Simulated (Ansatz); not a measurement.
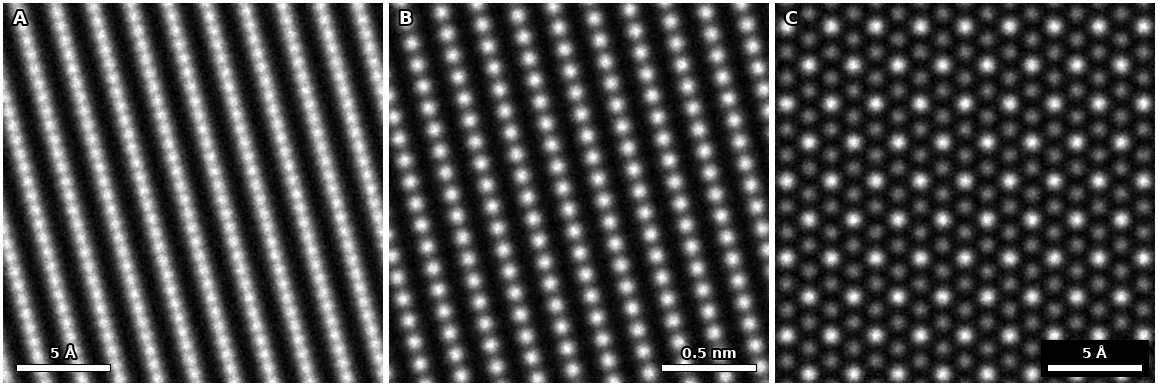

Three views of Ni (P6_3/mmc, No. 194) along different zone axes. Simulated as the projected potential of neutral atoms (B = 0.3 Å²) blurred by a 0.50 Å probe, the thin-sample limit of integrated differential phase contrast. Shot noise was added. Structure: the geometry relaxed with DFT, LDA (PW92), plane waves (420 eV) with PAW, scalar-relativistic (Ansatz); the starting structure was generated, so it need not be a known form of this composition.

```
Ni
1.0
     2.41775    0.00000    0.00000
    -1.20887    2.09383    0.00000
     0.00000    0.00000    7.92147
Ni
4
Direct
  0.00000 0.00000 0.00000
  0.00000 0.00000 0.50000
  0.33333 0.66667 0.25000
  0.66667 0.33333 0.75000
```

Match the panels to the zone axes [001], [210] and [310].

Answer. A is [310]: projected cell 0.79 × 7.92 Å, 90°. B is [210]: projected cell 1.21 × 1.98 Å, 90°, plane group p2mm. C is [001]: projected cell 2.42 × 2.42 Å, 120°, plane group p6mm.
